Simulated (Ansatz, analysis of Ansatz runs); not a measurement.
# Does V_H go to the (100) surface of MgH2?, part 2 of 2

Question: does neutral V_H prefer the (100) surface of MgH2 or the inside, and by how much? The same defect is put at one site in each of several layers from the top towards the middle of one slab. Model: a cell of 72 host atoms with 1 H taken out.

Ansatz 0.2.0; plane-wave PAW DFT, PBEsol and HSE06; a slab with vacuum, neutral defects.

So far. Step 2 (The clean slab): On a dense mesh the slab's energy differs by 6 meV an atom, so the sampling is kept; the layers are compared at one sampling, where most of this error should cancel, which was not tested. Step 3 (Does the supercell reconstruct?): Atoms end at most 0.01 Å from the small cell's positions, so the small cell's structure is at least a local minimum.

In doubt: a hybrid run on one k-point (step 6), which bears on gaps, levels and energies.

## Step 4: The defect, layer by layer

Level of this step: plane-wave PAW DFT, PBEsol, periodic cell with vacuum; relaxation of a neutral defect in a slab; PAW set soft_1 (Ansatz).

Each layer's defect is relaxed from random displacements. Layer 1 is shown in full.

Input file layer1_M1.relax/input.yaml:

```yaml
crystal:
  lattice:
    - [0.0, 8.977611, 0.0]
    - [-8.953388, 0.0, 0.0]
    - [0.0, 0.0, 21.0]
  atoms:
    - { symbol: Mg, position: [0.16726483, 0.23430532, 0.33836548] }
    - { symbol: Mg, position: [0.33379624, -0.00552475, 0.44680518] }
    - { symbol: Mg, position: [0.16716216, 0.24444401, 0.55332578] }
    - { symbol: Mg, position: [0.33363544, -0.01610161, 0.66176677] }
    - { symbol: H, position: [0.33383869, 0.35493841, 0.37780971] }
    - { symbol: H, position: [0.16706615, 0.39881749, 0.48850978] }
    - { symbol: H, position: [0.33391213, 0.17088245, 0.29098301] }
    - { symbol: H, position: [0.16715323, 0.09939171, 0.40749264] }
    - { symbol: H, position: [0.33388922, 0.34939819, 0.5925484] }
    - { symbol: H, position: [0.16727062, 0.42072939, 0.70912829] }
    - { symbol: H, position: [0.33373581, 0.14874578, 0.51172912] }
    - { symbol: H, position: [0.1670439, 0.10492192, 0.62250967] }
    - { symbol: Mg, position: [0.16689768, 0.73367661, 0.33843584] }
    - { symbol: Mg, position: [0.33372311, 0.49438972, 0.44697961] }
    - { symbol: Mg, position: [0.16707108, 0.74443608, 0.55322805] }
    - { symbol: Mg, position: [0.33395838, 0.48396591, 0.66176908] }
    - { symbol: H, position: [0.333712, 0.85482557, 0.37765241] }
    - { symbol: H, position: [0.1671153, 0.89855457, 0.48824256] }
    - { symbol: H, position: [0.33349268, 0.6699475, 0.29111961] }
    - { symbol: H, position: [0.16706541, 0.59945028, 0.40775049] }
    - { symbol: H, position: [0.33367304, 0.84949987, 0.59249373] }
    - { symbol: H, position: [0.16693036, 0.92003002, 0.70900652] }
    - { symbol: H, position: [0.33381641, 0.64865855, 0.51184785] }
    - { symbol: H, position: [0.16718327, 0.60490289, 0.622367] }
    - { symbol: Mg, position: [0.50058521, 0.23410866, 0.33833795] }
    - { symbol: Mg, position: [0.66715163, -0.00554595, 0.44678559] }
    - { symbol: Mg, position: [0.50050729, 0.24430751, 0.55326784] }
    - { symbol: Mg, position: [0.66696606, -0.01604247, 0.66174966] }
    - { symbol: H, position: [0.66714097, 0.35509214, 0.37768368] }
    - { symbol: H, position: [0.50042878, 0.39860606, 0.48841611] }
    - { symbol: H, position: [0.66731666, 0.17042542, 0.29108723] }
    - { symbol: H, position: [0.50046968, 0.09949056, 0.40756679] }
    - { symbol: H, position: [0.66711815, 0.34941012, 0.59253167] }
    - { symbol: H, position: [0.66721674, 0.14858263, 0.51177429] }
    - { symbol: H, position: [0.50037489, 0.10467846, 0.62233345] }
    - { symbol: Mg, position: [0.50021131, 0.73365019, 0.33840578] }
    - { symbol: Mg, position: [0.66705341, 0.49438026, 0.44693765] }
    - { symbol: Mg, position: [0.50042035, 0.74455238, 0.55327626] }
    - { symbol: Mg, position: [0.66727492, 0.48393552, 0.66177142] }
    - { symbol: H, position: [0.66701905, 0.85487402, 0.37760245] }
    - { symbol: H, position: [0.50045833, 0.89878071, 0.48832865] }
    - { symbol: H, position: [0.66684645, 0.66969898, 0.29115563] }
    - { symbol: H, position: [0.50034665, 0.59947417, 0.40774753] }
    - { symbol: H, position: [0.66711171, 0.84944168, 0.59250799] }
    - { symbol: H, position: [0.50030654, 0.92059413, 0.70912415] }
    - { symbol: H, position: [0.66700919, 0.64868009, 0.5118118] }
    - { symbol: H, position: [0.50050375, 0.60513948, 0.62255481] }
    - { symbol: Mg, position: [0.83393732, 0.23421744, 0.33835822] }
    - { symbol: Mg, position: [1.00047289, -0.00550896, 0.44679105] }
    - { symbol: Mg, position: [0.83381279, 0.24439746, 0.55328835] }
    - { symbol: Mg, position: [1.00028439, -0.0162061, 0.66174302] }
    - { symbol: H, position: [1.0004689, 0.35491315, 0.37786004] }
    - { symbol: H, position: [0.83370541, 0.39869089, 0.48844391] }
    - { symbol: H, position: [1.00063355, 0.1710307, 0.2909968] }
    - { symbol: H, position: [0.8338082, 0.09951069, 0.40756296] }
    - { symbol: H, position: [1.00046633, 0.34928726, 0.59261903] }
    - { symbol: H, position: [0.83399008, 0.42059942, 0.70910563] }
    - { symbol: H, position: [1.0005088, 0.14867052, 0.51177555] }
    - { symbol: H, position: [0.83370443, 0.10492307, 0.62249046] }
    - { symbol: Mg, position: [0.83354192, 0.73359074, 0.3384038] }
    - { symbol: Mg, position: [1.00039757, 0.49441286, 0.44696338] }
    - { symbol: Mg, position: [0.8337322, 0.74444516, 0.55323122] }
    - { symbol: Mg, position: [1.00060256, 0.48414107, 0.66175558] }
    - { symbol: H, position: [1.00030857, 0.85494813, 0.3775607] }
    - { symbol: H, position: [0.83382215, 0.89858715, 0.48825425] }
    - { symbol: H, position: [1.00022054, 0.66950453, 0.29122606] }
    - { symbol: H, position: [0.83373008, 0.59950348, 0.4077779] }
    - { symbol: H, position: [1.00041733, 0.84959684, 0.59240782] }
    - { symbol: H, position: [0.83359742, 0.91998045, 0.70898622] }
    - { symbol: H, position: [1.00040848, 0.64862647, 0.51181598] }
    - { symbol: H, position: [0.83383419, 0.6049363, 0.62239287] }
basis:
  ecutwfc: 420
  xc_grid: 2
hamiltonian:
  xc: pbesol
  pseudopotentials: { kind: paw, azcp: { folder: soft_1 }, xc_functional: pbe }
kpoints:
  mp_grid: { grid: [1, 1, 1] }
magnetization:
  spin_polarized: true
  initial_magnetization: 1
  spin_locking: { lock_magnetization: hard }
scf:
  occupations: { method: fermi_dirac, width: 0.01 }
  max_iter: 100
output:
  forces: true
relax:
  f_tol: 0.03
  max_steps: 90
  random_displacement: { amplitude: 0.05, seed: 8579 }
```

Started as:

```console
$ ansatz run input.yaml --threads 32 --pin off --max-ram 84787MiB --backend cuda --events-out ev --progress --plain --runs-dir out --max-vram 78GiB
```

Numbers of over 12 decimals in the logs are rounded to 6 here.

Log:

```text
[...]
Crystal: 71 atoms, lattice volume = 1687.981 Å³
Basis set: ecut = 420 eV, 32941 PW (Γ), exchange–correlation on 128×120×288 points (8 copies of the dense FFT grid, shifted against one another)
Bands: 215, of which v1, the nominal top of the filled ones, is band 144 counted from 1 (143 counted from 0)
[...]
k-points: 1
[...]
SCF 1 converged in 7 iterations: F = -46629.352952 eV  dr2 = 4.21e-6
[...]
relax step   1: F+E_penalty+E_count = -46629.35295185 eV  Δ(F+E_penalty+E_count) = +0.000e0 eV  max|allowed force component| = 6.742e-1 eV/Å  Δτ_max = 0.0000 Å  (7 SCF iters, dr2 threshold 2.25e-5 eV, [...]
[...]
spin=Collinear: Resta preconditioning applied to the charge; magnetization (m = ρ↑ − ρ↓) channel mixes plain (no charge-response kernel on spin).
[...]
SCF 4 converged in 6 iterations: F = -46629.761137 eV  dr2 = 1.61e-8
relax step   4: F+E_penalty+E_count = -46629.76113694 eV  Δ(F+E_penalty+E_count) = -3.122e-3 eV  max|allowed force component| = 8.918e-3 eV/Å  Δτ_max = 0.0234 Å  (6 SCF iters, accepted)
SCF converged after 6 iterations
[...]
```

Wall time 2.8 s (1 × NVIDIA GB200 with 32 threads of Arm Neoverse V2, shared host); peak memory 1.3 GiB.

Step by step:

| step | energy less that of the first step (eV) | largest force component (eV/Å) |
| --- | --- | --- |
| 1 | 0.0000 | 0.6742 |
| 2 | -0.1515 | 0.4768 |
| 3 | -0.4051 | 0.0389 |
| 4 | -0.4082 | 0.0089 |

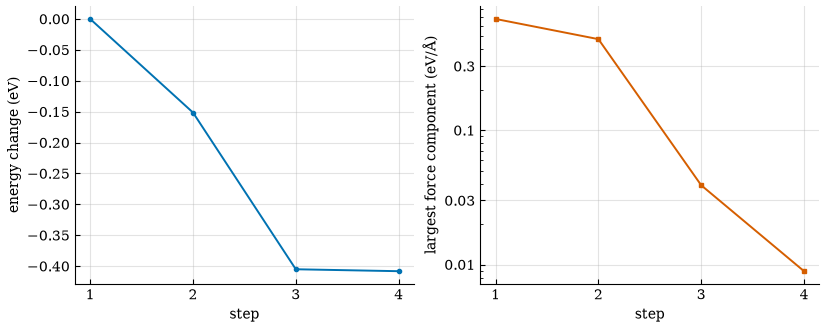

Energy and largest force along the relaxation.

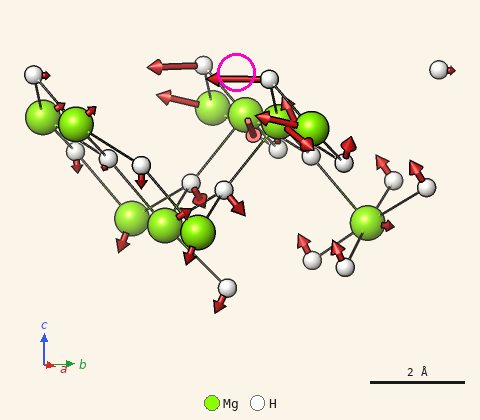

Displacements in the relaxation from the typed sites near the centre, exaggerated, the mean shift taken out; the longest in the cell stands for 0.05 Å. A ring marks the centre wherever it is empty. Bonds to atoms that aren't drawn are left out.

The atoms that moved most (Å, from the sites as typed, ahead of the random displacement, the mean shift of all atoms taken out):

| atom | dx | dy | dz | length |
| --- | --- | --- | --- | --- |
| H47 | 0.020 | -0.001 | 0.041 | 0.045 |
| H10 | 0.041 | 0.010 | 0.000 | 0.042 |
| H57 | 0.041 | -0.009 | 0.000 | 0.042 |
| Mg16 | -0.014 | -0.033 | -0.017 | 0.040 |
| Mg39 | -0.014 | 0.032 | -0.015 | 0.038 |
| Mg63 | 0.034 | 0.000 | 0.008 | 0.034 |
| H69 | -0.028 | 0.005 | 0.013 | 0.032 |
| H22 | -0.024 | 0.002 | 0.011 | 0.026 |

Neighbours of the ideal centre at the end:

| atom | distance (Å) |
| --- | --- |
| Mg16 | 1.924 |
| Mg39 | 1.927 |
| H47 | 2.418 |
| H9 | 2.955 |
| H33 | 2.957 |
| H10 | 2.979 |
| H57 | 2.987 |
| H35 | 3.367 |

All relaxations:

| layer | depth (Å) | moment (μB) | outcome | structures computed | largest displacement from the input (Å) | time |
| --- | --- | --- | --- | --- | --- | --- |
| 1 | 0.00 | 1 | converged | 4 | 0.05 | 2.8 s |
| 2 | 1.82 | 1 | converged | 4 | 0.13 | 2.8 s |
| 3 | 4.14 | 1 | converged | 4 | 0.04 | 2.8 s |

The relaxation ends 5.7 meV an atom lower than the displaced start, with a largest force component of 0.0089 eV/Å.

## Step 5: Energies and states

Single points on the relaxed structures give the energies, all at one sampling, and show where the defect's states lie.

Input file layer1_M1.point.pbesol/input.yaml:

```yaml
crystal:
  lattice:
    - [0.0, 8.977611, 0.0]
    - [-8.953388, 0.0, 0.0]
    - [0.0, 0.0, 21.0]
  atoms:
    - { symbol: Mg, position: [0.16749746, 0.2345574, 0.337961] }
    - { symbol: Mg, position: [0.33416543, -0.00536732, 0.44636019] }
[... 6 atom lines left out ...]
    - { symbol: H, position: [0.33326819, 0.35055011, 0.59153912] }
    - { symbol: H, position: [0.16877565, 0.4160499, 0.70885374] }
[... 5 atom lines left out ...]
    - { symbol: Mg, position: [0.3306934, 0.48548034, 0.66069983] }
[... 16 atom lines left out ...]
    - { symbol: H, position: [0.6684704, 0.35056559, 0.59155301] }
[... 5 atom lines left out ...]
    - { symbol: Mg, position: [0.67122686, 0.48539578, 0.66077539] }
[... 7 atom lines left out ...]
    - { symbol: H, position: [0.5008237, 0.60287267, 0.6242477] }
[... 23 atom lines left out ...]
    - { symbol: H, position: [0.83571713, 0.60501098, 0.62292595] }
basis:
  ecutwfc: 420
  xc_grid: 2
hamiltonian:
  xc: pbesol
  pseudopotentials: { kind: paw, azcp: { folder: soft_1 }, xc_functional: pbe }
kpoints:
  mp_grid: { grid: [1, 1, 1] }
magnetization:
  spin_polarized: true
  initial_magnetization: 1
  spin_locking: { lock_magnetization: hard }
scf:
  occupations: { method: fermi_dirac, width: 0.01 }
  max_iter: 100
output:
  forces: true
  eigenvalues: true
  eigenstates: { localisation: true }
  populations: true
checkpoint:
  write: "../layer1_M1.point.pbesol.run"
  compress: false
  write_wavefunctions: false
  write_every: 100000
```

Log:

```text
[...]
Crystal: 71 atoms, lattice volume = 1687.981 Å³
Basis set: ecut = 420 eV, 32941 PW (Γ), exchange–correlation on 128×120×288 points (8 copies of the dense FFT grid, shifted against one another)
Bands: 215, of which v1, the nominal top of the filled ones, is band 144 counted from 1 (143 counted from 0)
[...]
k-points: 1
[...]
SCF iter   2: F=—  HF=-46636.465538 eV  |F-HF|=—  |Δ(HF+E_count)|=    9.93e0  Δρ=1.70e-2 (↑1.65e-2 ↓1.70e-2)  dr2=2.02e1  dr2_m=2.80e-2  M=1.000 μB ∫|m|=1.034 μB  β_m=0.58  ethr=3.10e-3  ⟨swp⟩=2.0  Hψ [...]
[...]
SCF iter   7: F=—  HF=-46629.761134 eV  |F-HF|=—  |Δ(HF+E_count)|=   1.55e-3  Δρ=6.52e-6 (↑6.40e-6 ↓6.52e-6)  dr2=4.83e-6  dr2_m=2.28e-8  M=1.000 μB ∫|m|=1.053 μB  β_m=0.84  ethr=2.03e-8  ⟨swp⟩=2.5  H [...]
SCF iter   8: F=—  HF=-46629.761137 eV  |F-HF|=—  |Δ(HF+E_count)|=   2.74e-6  Δρ=1.44e-6 (↑1.44e-6 ↓1.34e-6)  dr2=3.33e-7  dr2_m=1.37e-9  M=1.000 μB ∫|m|=1.053 μB  β_m=0.84  ethr=1.68e-9  ⟨swp⟩=2.0  H [...]
[...]
SCF 1 converged in 9 iterations: F = -46629.761137 eV  dr2 = 2.18e-8
[...]
SCF converged after 9 iterations
[...]
--- Löwdin populations: 71 sites ---
[...]
spilling = 0.008331 (of n_electrons = 287.000000)
[...]
```

It took 1.5 s on 1 × NVIDIA GB200 with 32 threads; peak memory 1.3 GiB; 6.5 s of CPU time.

States next to the filling edge at the first k-point, on the run's own zero (eigenstates.tsv). The participation number counts the atoms that a state is spread over, of 71; bands count from 0.

| spin | band | energy (eV) | occupation | participation | largest share on | share |
| --- | --- | --- | --- | --- | --- | --- |
| down | 137 | -2.988 | 1.00 | 12.9 | H19 | 0.15 |
| down | 138 | -2.914 | 1.00 | 33.5 | H45 | 0.09 |
| down | 139 | -2.878 | 1.00 | 13.5 | H45 | 0.20 |
| down | 140 | -2.854 | 1.00 | 22.4 | H22 | 0.08 |
| down | 141 | -2.778 | 1.00 | 16.8 | H54 | 0.12 |
| down | 142 | -2.743 | 1.00 | 20.7 | H69 | 0.07 |
| down | 143 | 0.697 | 0.00 | 9.3 | Mg39 | 0.21 |
| down | 144 | 1.397 | 0.00 | 27.9 | H31 | 0.06 |
| down | 145 | 1.431 | 0.00 | 26.1 | H57 | 0.06 |
| down | 146 | 1.542 | 0.00 | 56.2 | H41 | 0.03 |
| down | 147 | 1.888 | 0.00 | 51.1 | H41 | 0.04 |
| up | 138 | -2.923 | 1.00 | 29.8 | H45 | 0.10 |
| up | 139 | -2.885 | 1.00 | 13.8 | H45 | 0.19 |
| up | 140 | -2.861 | 1.00 | 20.2 | H22 | 0.10 |
| up | 141 | -2.781 | 1.00 | 16.2 | H54 | 0.13 |
| up | 142 | -2.749 | 1.00 | 20.2 | H7 | 0.08 |
| up | 143 | -0.309 | 1.00 | 6.3 | Mg39 | 0.26 |
| up | 144 | 1.299 | 0.00 | 25.1 | H45 | 0.07 |
| up | 145 | 1.388 | 0.00 | 27.5 | H31 | 0.06 |
| up | 146 | 1.524 | 0.00 | 56.4 | H70 | 0.03 |
| up | 147 | 1.817 | 0.00 | 22.7 | Mg16 | 0.11 |
| up | 148 | 1.861 | 0.00 | 41.5 | Mg63 | 0.07 |

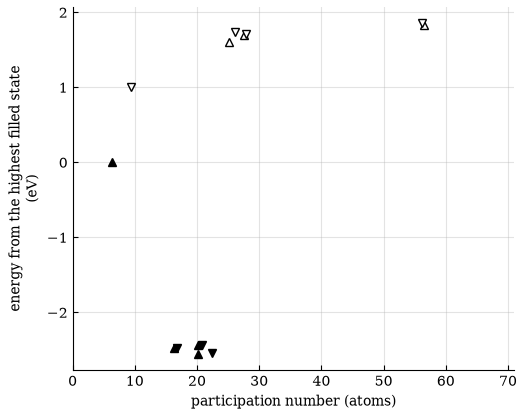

States next to the filling edge at the first k-point: energy against spread. Filled marks are occupied, open marks empty; triangles up and down are the spins.

Under PBEsol, periodic cell with vacuum at the zone centre alone, the highest filled state is spin up, spread over 6 of 71 atoms, and the lowest empty one, 1.01 eV above it, is spin down, spread over 9 of 71 atoms.

The largest moments in the atoms' spheres: H47 0.04, Mg39 0.02, Mg16 0.02, Mg38 0.01, H56 0.01, Mg63 0.01 μB.

Against the clean slab and H (H2 molecule):

| layer | depth (Å) | total moment (μB) | formation energy (eV) | against the deepest layer (eV) |
| --- | --- | --- | --- | --- |
| 1 | 0.00 | 1 | 1.20 | -0.17 |
| 2 | 1.82 | 1 | 1.23 | -0.14 |
| 3 | 4.14 | 1 | 1.36 | 0.00 |

## Step 6: The same structures under HSE06

HSE06 on the same structures tests whether the order of the layers belongs to the functional.

layer1_M1.point.hse06/input.yaml, as its differences from layer1_M1.point.pbesol/input.yaml of step 5:

```diff
@@ -25,4 +25,4 @@
 hamiltonian:
-  xc: pbesol
-  pseudopotentials: { kind: paw, azcp: { folder: soft_1 }, xc_functional: pbe }
+  xc: hse06
+  pseudopotentials: { kind: paw, azcp: { folder: soft_1 } }
 kpoints:
@@ -42,3 +42,3 @@
 checkpoint:
-  write: "../layer1_M1.point.pbesol.run"
+  write: "../layer1_M1.point.hse06.run"
   compress: false
```

Log:

```text
exact exchange: scf.exx.singularity resolves to wigner_seitz, which cuts the screened interaction at the faces of the exchange supercell's Wigner-Seitz cell, so that each pair interacts once, at the s [...]
[...]
Crystal: 71 atoms, lattice volume = 1687.981 Å³
Basis set: ecut = 420 eV, 32941 PW (Γ), exchange–correlation on 128×120×288 points (8 copies of the dense FFT grid, shifted against one another)
Bands: 215, of which v1, the nominal top of the filled ones, is band 144 counted from 1 (143 counted from 0)
[...]
SCF iter   1: F=—  HF=-46940.952565 eV  |F-HF|=—  |Δ(HF+E_count)|=         —  Δρ=2.86e-2 (↑2.80e-2 ↓2.86e-2)  dr2=5.33e1  dr2_m=4.22e-2  M=1.000 μB ∫|m|=1.037 μB  β_m=0.30  ethr=1.87e-2  ⟨swp⟩=4.0  Hψ [...]
[...]
SCF iter   2: F=—  HF=-46928.840275 eV  |F-HF|=—  |Δ(HF+E_count)|=    1.21e1  Δρ=1.68e-2 (↑1.63e-2 ↓1.68e-2)  dr2=1.86e1  dr2_m=3.14e-2  M=1.000 μB ∫|m|=1.041 μB  β_m=0.51  ethr=1.86e-2  ⟨swp⟩=8.5  Hψ [...]
[...]
hybrid outer 1: dexx = +4.333e-2 eV, tail = 5.81e-4 eV
[...]
SCF 3 converged in 6 iterations: F = -46933.622210 eV  dr2 = 6.50e-10
[...]
hybrid outer 2: dexx = +1.430e-6 eV, tail = 1.87e-7 eV, Δε = 2.85e-3 eV (about 1.37e-4 eV left of the loop's levels), ΔF = 1.60e-3 eV/Å (tail 4.20e-4)
[...]
--- Löwdin populations: 71 sites ---
[...]
spilling = 0.007307 (of n_electrons = 287.000000)
[...]
```

It took 7.8 s on 1 × NVIDIA GB200 with 32 threads; peak memory 1.7 GiB.

Against the clean slab; the energies still hold the atoms taken out or put in:

| layer | depth (Å) | total moment (μB) | energy over the clean slab (eV) | against the deepest layer (eV) |
| --- | --- | --- | --- | --- |
| 1 | 0.00 | 1 | 17.15 | -0.15 |
| 2 | 1.82 | 1 | 17.16 | -0.14 |
| 3 | 4.14 | 1 | 17.30 | 0.00 |

The highest layer obtained now stands −0.15 eV from the deepest, against −0.17 eV before.

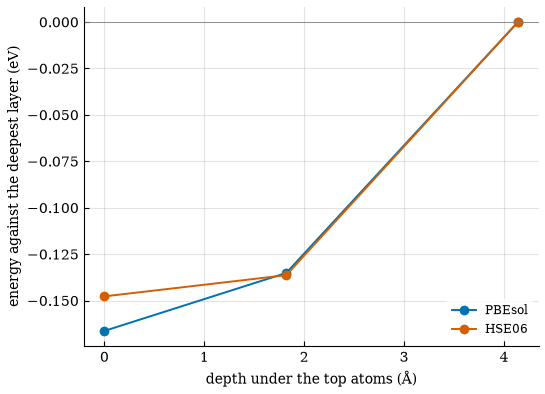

Lowest energy of the defect in each layer, against the deepest one.

## Step 7: Summary of results

| Quantity | Value |
| --- | --- |
| highest less deepest of the layers obtained (PBEsol) | -0.17 eV |
| layer of the lowest energy (PBEsol) | 1 |
| highest less deepest of the layers obtained (HSE06) | -0.15 eV |
| layer of the lowest energy (HSE06) | 1 |

In words: Under PBEsol V_H is 0.17 eV lower in layer 1 than in layer 3, 4.1 Å down, so it segregates to the surface. At 600 K the Boltzmann factor between the best layer and the deepest is about 25 a site, entropy of vibration left out. The two deepest layers differ by 0.14 eV, so it has not levelled off: the slab is too thin, or the sites are unlike. The functionals give the same layer as lowest. The clean slab's gap at this sampling is 4.13 eV. Limits: neutral states alone; one site a layer, which need not be the same crystallographic site in every layer, at most four layers; one defect on one side of the slab, 9.0 Å from its images and with no dipole correction; the deepest layer of so thin a slab is not yet bulk, and the thickness was not varied; the in-plane lattice is the database's, not relaxed here; no adsorbates, no temperature.

[Logs are printed without paths, hosts, clocks, repeated set-up lines and the standing remarks that a program may print on its own settings, such as how far it seeks lower states.]

[Hosts, paths, dates, database ids (printed as entryN), source tags and the programs' standing remarks are cut or masked in the printed files.]

[Maps of the electrostatic potential energy from Ansatz leave out the sawtooth potential of an applied field or a dipole correction, so their vacuum need not be flat.]
